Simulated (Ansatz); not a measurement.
**Run report: Sr₁₆HO₁₆ (charge +1), geometry relaxation (part 1 of 3)**

- system: Sr₁₆HO₁₆ (defect cell, 33 atoms in the cell, total charge +1)
- method: DFT PBE, scalar-relativistic, plane waves, PAW, no spin polarisation (Ansatz 0.2.0)

The structure derives from a Materials Project entry. It belongs to a series of runs on one base structure; here: H interstitial, charge +1, atoms relaxed at the host's cell.

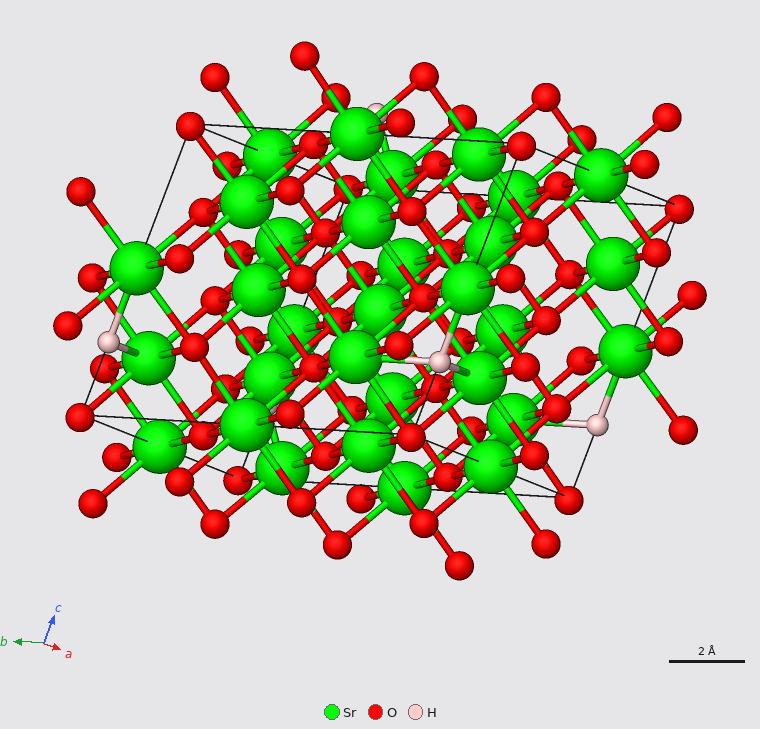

The structure as given in the input (ball-and-stick view of the cell of the calculation, seen at an oblique angle; bonded neighbours outside the cell are drawn too).

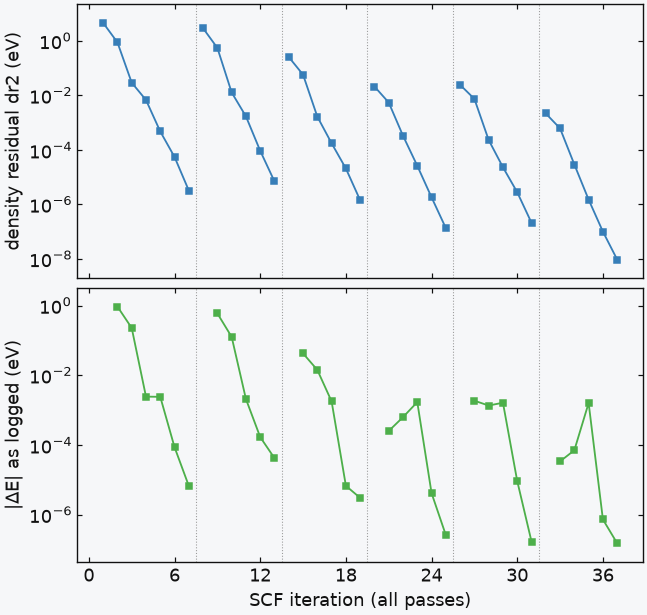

Convergence of the self-consistent field: density residual dr2 and size of the energy change against the SCF iteration. The dotted lines part the SCF passes of the relaxation: geometry steps, rejected trials and re-solves on a re-selected basis. The 6 passes take 6 to 7 iterations each, 37 in all.

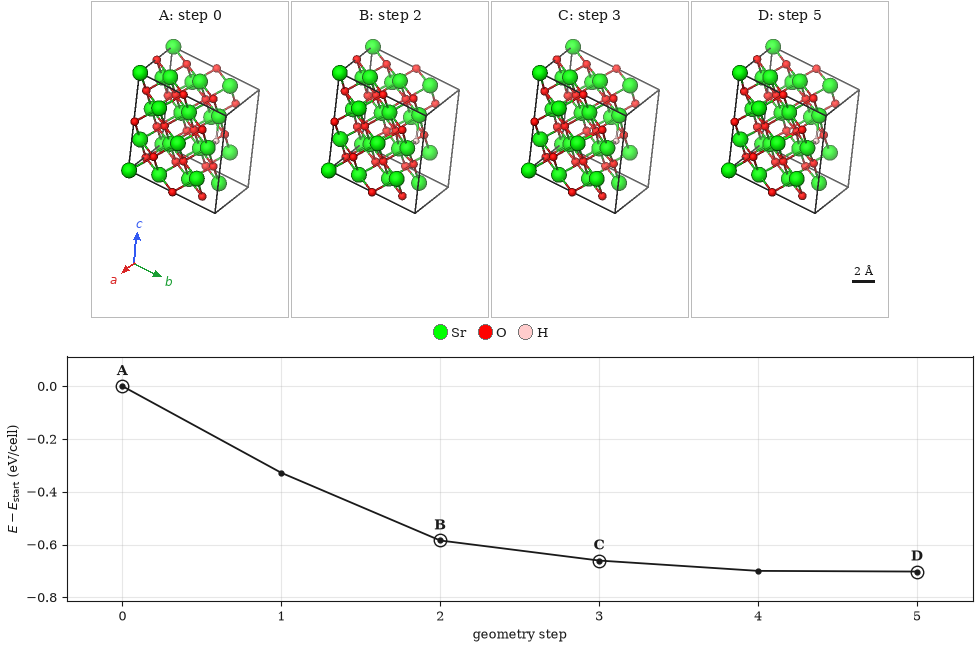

Frames of the relaxation (ball-and-stick view of the cell of the calculation (origin shifted), seen slightly off an axis) above the curves, on which the letters mark them (the first geometry is step 0 here and step 1 in the log).

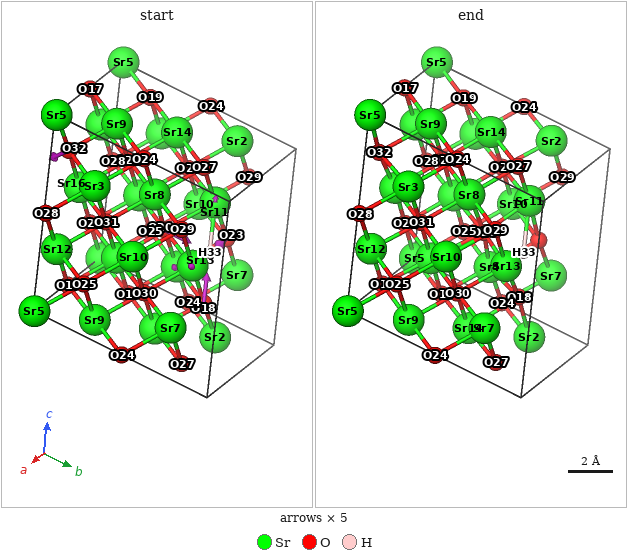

Before (left) and after (right) the relaxation, at one scale (ball-and-stick view of the cell of the calculation (origin shifted), seen slightly off an axis). The pink arrows give the displacements, magnified 5 times. The largest moves, 0.28 Å, are those of O18, O20, O23 and O32. By element the largest moves are O 0.28 Å, Sr 0.08 Å. H stays in place. The cell doesn't change. Distances before and after: Sr10–O23 2.559 → 2.728 Å, Sr11–O20 2.664 → 2.556 Å, Sr11–H33 2.284 → 2.359 Å, Sr10–O31 2.590 → 2.551 Å. Among the angles that change: Sr11–O32–Sr13 88.9° → 97.8°, Sr3–O32–Sr11 177.7° → 171.3°, Sr3–O32–Sr5 92.1° → 85.7°. Over 5 geometry steps the energy falls by 0.702 eV per cell of the calculation. Largest force component: 0.51 eV/Å at the start, 0.0086 eV/Å at the end. (Atoms are counted from 1 in the order of the input.)

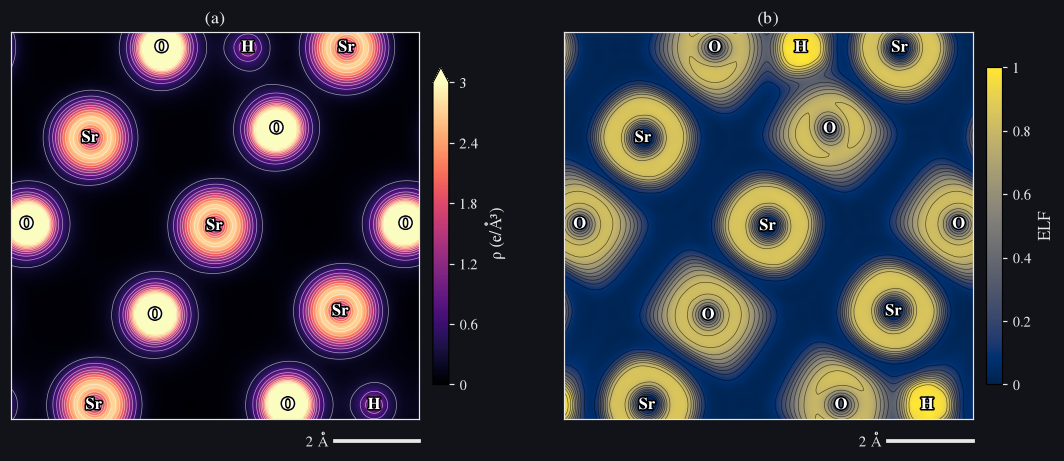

(a) valence pseudo-density; (b) ELF on the (001) plane of the calculation cell. The plane passes through Sr, O and H nuclei. Sr–H (2.36 Å): ρ at the midpoint is about 0.25 e/Å³, with its minimum of 0.14 e/Å³ about 1.4 Å from Sr; the ELF climbs to about 1 towards the hydrogen, as it does in any bond to H. Sr–O (2.55 Å): ρ at the midpoint is about 0.24 e/Å³; the ELF is about 0.10 at the midpoint, which marks a largely ionic contact. Sr–O (2.57 Å): ρ at the midpoint is about 0.23 e/Å³; the ELF is about 0.10 at the midpoint (ionic bonding with no shared pair). Away from the nuclei the density in this plane falls to 0.02 e/Å³ at its lowest. The strong features right at Sr lie inside the PAW spheres (semicore, d or f shells) and say nothing about bonding. The fields are those of the smooth PAW valence density.

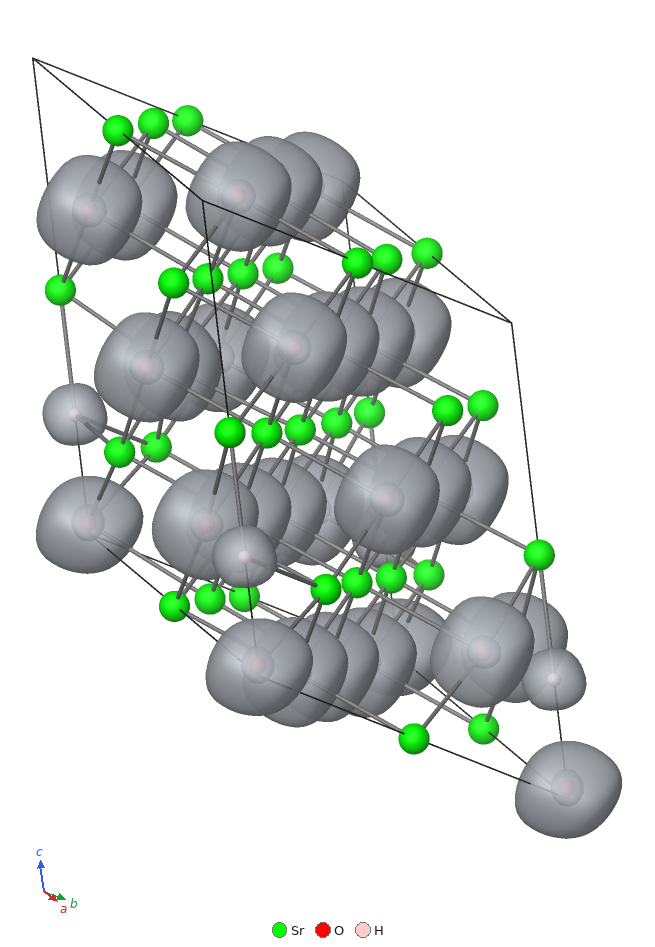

Isosurface of the ELF at 0.65 (grey), seen slightly off an axis. Core shells and regions of very low density are left out. Sticks mark near contacts. The outline is the calculation cell. Profiles from the grid: Sr–H (2.36 Å): the ELF climbs to about 1 towards the hydrogen. Sr–O (2.55 Å): the ELF is about 0.10 at the midpoint, which marks two separate closed shells.

The input that produced these results follows, with the program's output.

**The input**
```yaml
crystal:
  lattice:
    - [5.194904041, -5.194904041, -5.194904041]
    - [-5.194904041, 5.194904041, -5.194904041]
    - [5.194904041, 5.194904041, 5.194904041]
  atoms:
    - { symbol: Sr, position: [0.7499587813, 0.2506711476, 0.5006711476] }
    - { symbol: Sr, position: [0.7493288524, 0.0, 0.7492876337] }
    - { symbol: Sr, position: [0.5007123663, 0.5007123663, 0.5000412187] }
    - { symbol: Sr, position: [0.7461473517, 0.7461473517, -0.0038526483] }
    - { symbol: Sr, position: [0.5007123663, 0.2500412187, 0.7507123663] }
    - { symbol: Sr, position: [0.7493288524, 0.4992876337, 0.25] }
    - { symbol: Sr, position: [0.4992876337, 0.0, -0.0006711476] }
    - { symbol: Sr, position: [0.2506711476, 0.7499587813, 0.5006711476] }
    - { symbol: Sr, position: [0.2500412187, 0.5007123663, 0.7507123663] }
    - { symbol: Sr, position: [0.4992876337, 0.7493288524, 0.25] }
    - { symbol: Sr, position: [0.0, 0.0, 0.5038526483] }
    - { symbol: Sr, position: [0.2506711476, 0.2506711476, -4.12187e-05] }
    - { symbol: Sr, position: [0.2538526483, 0.0, 0.25] }
    - { symbol: Sr, position: [0.0, 0.7493288524, 0.7492876337] }
    - { symbol: Sr, position: [0.0, 0.4992876337, -0.0006711476] }
    - { symbol: Sr, position: [0.0, 0.2538526483, 0.25] }
    - { symbol: O, position: [0.0, 0.2503872965, 0.7496434899] }
    - { symbol: O, position: [0.0, 0.0, -0.0089556514] }
    - { symbol: O, position: [0.7507438065, 0.5003565101, 0.7503565101] }
    - { symbol: O, position: [0.0, 0.7410443486, 0.25] }
    - { symbol: O, position: [0.7496127035, 0.2492561935, -0.0003872965] }
    - { symbol: O, position: [0.0, 0.4996434899, 0.5003872965] }
    - { symbol: O, position: [0.7410443486, 0.0, 0.25] }
    - { symbol: O, position: [0.5003565101, 0.7507438065, 0.7503565101] }
    - { symbol: O, position: [0.5003565101, 0.5003565101, 0.0007438065] }
    - { symbol: O, position: [0.7496127035, 0.7496127035, 0.4992561935] }
    - { symbol: O, position: [0.2503872965, 0.0, 0.7496434899] }
    - { symbol: O, position: [0.4996434899, 0.2503872965, 0.25] }
    - { symbol: O, position: [0.4996434899, 0.0, 0.5003872965] }
    - { symbol: O, position: [0.2492561935, 0.7496127035, -0.0003872965] }
    - { symbol: O, position: [0.2503872965, 0.4996434899, 0.25] }
    - { symbol: O, position: [0.2589556514, 0.2589556514, 0.5089556514] }
    - { symbol: H, position: [0.0, 0.0, 0.25] }
  host:
    lattice:
      - [0.0, 2.5974520205, 2.5974520205]
      - [2.5974520205, 0.0, 2.5974520205]
      - [2.5974520205, 2.5974520205, 0.0]
    atoms:
      - { symbol: Sr, position: [0.5, 0.5, 0.5] }
      - { symbol: O, position: [0.0, 0.0, 0.0] }
total_charge: 1
basis:
  ecutwfc: 420
  xc_grid: 2
kpoints:
  mp_grid: { grid: [2, 2, 2], shift: [0.5, 0.5, 0.5] }
hamiltonian:
  xc: pbe
scf:
  occupations: { method: gaussian, width: 0.01 }
output:
  forces: true
  stress: false
  eigenvalues: true
  charged_corrections:
    defect_position: [0.0, 0.0, 0.25]
    epsilon: [[20.9683, 0.0, 0.0], [0.0, 20.9683, 0.0], [0.0, 0.0, 20.9683]]
  write_density: true
  write_potential: true
  elf: true
  volumetric_format: npy
relax:
  adjacent_minimum: "off"
  f_tol: 0.025
  max_steps: 45
```

Command:
```bash
ansatz run input.yaml --threads 4 --pin off --max-ram 6144MiB --backend cpu --events-out ev --progress --plain --runs-dir out
```

**Output**
```
Engine: ansatz 0.2.0, aarch64-unknown-linux-gnu
Pseudopotentials: kind: paw
Pseudopotential: Sr, paw, valence charge 10, recommended cutoff 420 eV (normal), Sr.paw.azcp
Pseudopotential: O, paw, valence charge 6, recommended cutoff 420 eV (normal), O.paw.azcp
Pseudopotential: H, paw, valence charge 1, recommended cutoff 420 eV (normal), H.paw.azcp
Functional definition: PBE
  parameter kappa = 0.804
  parameter beta = 0.06672455060314922
  exchange = pbe_x(kappa = kappa, mu = beta*pi^2/3)
  correlation = pbe_c(beta = beta)
Crystal: 33 atoms, lattice volume = 560.780 Å³
Basis set: ecut = 420 eV, 10889 PW (Γ), exchange–correlation on 128×128×128 points (8 copies of the dense FFT grid, shifted against one another)
Bands: 161, of which v1, the nominal top of the filled ones, is band 128 counted from 1 (127 counted from 0)
Symmetry: 24 space group operations
Space group: I-43m (ITA 217), of the structure as read, at distance tolerance 8.2e-5 Å
k-points: 2 of 8 (time reversal used)
Non-local potential: Sr, projectors of the file, l = 0: 3, l = 1: 2, l = 2: 2
Non-local potential: O, projectors of the file, l = 0: 2, l = 1: 2, l = 2: 1
Non-local potential: H, projectors of the file, l = 0: 2, l = 1: 1
PAW form: soft (Blöchl's): semilocal exchange-correlation on the pseudo side does not see the compensation charge
PAW one-centre angular grid: Sr, 110 points (default); XC on 64 Gauss nodes
PAW one-centre angular grid: O, 110 points (default); XC on 64 Gauss nodes
PAW one-centre angular grid: H, 110 points (default); XC on 64 Gauss nodes
Initial density: superposition of atomic densities (neutral atoms scaled as one to the charged cell's electrons: chi_scale 0, normalization atom), corrected by the library's trained network
Initial wavefunctions: pseudopotential atomic-orbital guess
Functional: x = pbe(κ = 0.804, μ = 0.2195149727645171), c = pbe(β = 0.06672455060314922)
SCF iter   1: F=—  HF=-65856.742228 eV  |F-HF|=—  |Δ(HF+E_count)|=         —  Δρ=2.02e-2  dr2=4.61e0  ethr=1.77e-3  ⟨swp⟩=11.0  Hψ=1749  notcnv=0  defer=16
preconditioner: auto → Resta (q_TF=auto, 2.394 Å⁻¹)  ε∞=3.5  [insulator: Δε(μ)=1.716 eV  Ē_g=14.711 eV  σ=0.010 eV  W_gap=1.00  n_scr=134 (ndim 8)  ℏωp=23.5 eV  f_vac=0.000  D(μ)=0.00/eV (n_scr^D=0)  ε∞_Penn≈3.5]
SCF iter   2: F=—  HF=-65855.804111 eV  |F-HF|=—  |Δ(HF+E_count)|=   9.38e-1  Δρ=9.25e-3  dr2=8.89e-1  ethr=1.77e-3  ⟨swp⟩=3.0  Hψ=479  notcnv=0  defer=54
SCF iter   3: F=—  HF=-65855.575220 eV  |F-HF|=—  |Δ(HF+E_count)|=   2.29e-1  Δρ=2.38e-3  dr2=2.95e-2  ethr=3.47e-4  ⟨swp⟩=4.0  Hψ=491  notcnv=0  defer=56
SCF iter   4: F=—  HF=-65855.572775 eV  |F-HF|=—  |Δ(HF+E_count)|=   2.45e-3  Δρ=8.83e-4  dr2=6.83e-3  ethr=1.15e-5  ⟨swp⟩=3.0  Hψ=616  notcnv=0  defer=56
SCF iter   5: F=—  HF=-65855.570351 eV  |F-HF|=—  |Δ(HF+E_count)|=   2.42e-3  Δρ=2.26e-4  dr2=4.77e-4  ethr=2.67e-6  ⟨swp⟩=2.0  Hψ=369  notcnv=0  defer=56
SCF iter   6: F=—  HF=-65855.570437 eV  |F-HF|=—  |Δ(HF+E_count)|=   8.68e-5  Δρ=8.55e-5  dr2=5.54e-5  ethr=1.86e-7  ⟨swp⟩=2.0  Hψ=468  notcnv=0  defer=56
SCF iter   7: F=-65855.570443 eV  HF=-65855.570444 eV  |F-HF|=7.78e-7  |Δ(HF+E_count)|=   6.72e-6  Δρ=2.03e-5  dr2=3.25e-6  ethr=6.10e-9  ⟨swp⟩=25.0  Hψ=3802  notcnv=0
SCF 1 converged in 7 iterations: F = -65855.570443 eV  dr2 = 3.25e-6
  greatest PAW one-centre occupation: 0.987 electrons in one spin orbital (limit 2), on the Sr atom at site 13 (counted from 0), in its partial waves of l = 0
relax step   1: F+E_penalty+E_count = -65855.57044328 eV  Δ(F+E_penalty+E_count) = +0.000e0 eV  max|allowed force component| = 5.148e-1 eV/Å  Δτ_max = 0.0000 Å  (7 SCF iters, dr2 threshold 1.56e-5 eV, accepted)
Initial density: handed on by an earlier stage of this run
Initial wavefunctions: those handed on with the density
iter 1 solved again at ethr=1.12e-3 eV; its pass at ethr=3.10e-3 eV (dr2=2.86e0 eV) is discarded
SCF iter   1: F=—  HF=-65856.625772 eV  |F-HF|=—  |Δ(HF+E_count)|=         —  Δρ=1.80e-2  dr2=2.92e0  ethr=1.12e-3  ⟨swp⟩=1.0  Hψ=1514  notcnv=0  defer=5
preconditioner: auto → Resta (q_TF=auto, 2.394 Å⁻¹)  ε∞=3.6  [insulator: Δε(μ)=2.775 eV  Ē_g=14.630 eV  σ=0.010 eV  W_gap=1.00  n_scr=134 (ndim 8)  ℏωp=23.5 eV  f_vac=0.001  D(μ)=0.00/eV (n_scr^D=0)  ε∞_Penn≈3.6]
SCF iter   2: F=—  HF=-65856.028339 eV  |F-HF|=—  |Δ(HF+E_count)|=   5.97e-1  Δρ=8.50e-3  dr2=5.55e-1  ethr=1.12e-3  ⟨swp⟩=3.0  Hψ=370  notcnv=0  defer=5
SCF iter   3: F=—  HF=-65855.900885 eV  |F-HF|=—  |Δ(HF+E_count)|=   1.27e-1  Δρ=1.58e-3  dr2=1.29e-2  ethr=2.17e-4  ⟨swp⟩=3.0  Hψ=521  notcnv=0  defer=58
SCF iter   4: F=—  HF=-65855.898794 eV  |F-HF|=—  |Δ(HF+E_count)|=   2.09e-3  Δρ=6.04e-4  dr2=1.71e-3  ethr=5.05e-6  ⟨swp⟩=3.0  Hψ=466  notcnv=0  defer=58
SCF iter   5: F=—  HF=-65855.898625 eV  |F-HF|=—  |Δ(HF+E_count)|=   1.69e-4  Δρ=1.36e-4  dr2=9.31e-5  ethr=6.67e-7  ⟨swp⟩=2.0  Hψ=473  notcnv=0  defer=58
SCF iter   6: F=-65855.898667 eV  HF=-65855.898667 eV  |F-HF|=3.09e-7  |Δ(HF+E_count)|=   4.21e-5  Δρ=3.78e-5  dr2=7.00e-6  ethr=6.47e-9  ⟨swp⟩=20.0  Hψ=3633  notcnv=0
SCF 2 converged in 6 iterations: F = -65855.898667 eV  dr2 = 7.00e-6
  greatest PAW one-centre occupation: 0.987 electrons in one spin orbital (limit 2), on the Sr atom at site 15 (counted from 0), in its partial waves of l = 0
relax step   2: F+E_penalty+E_count = -65855.89866653 eV  Δ(F+E_penalty+E_count) = -3.282e-1 eV  max|allowed force component| = 7.077e-1 eV/Å  Δτ_max = 0.1947 Å  (6 SCF iters, dr2 threshold 1.66e-5 eV, accepted)
```
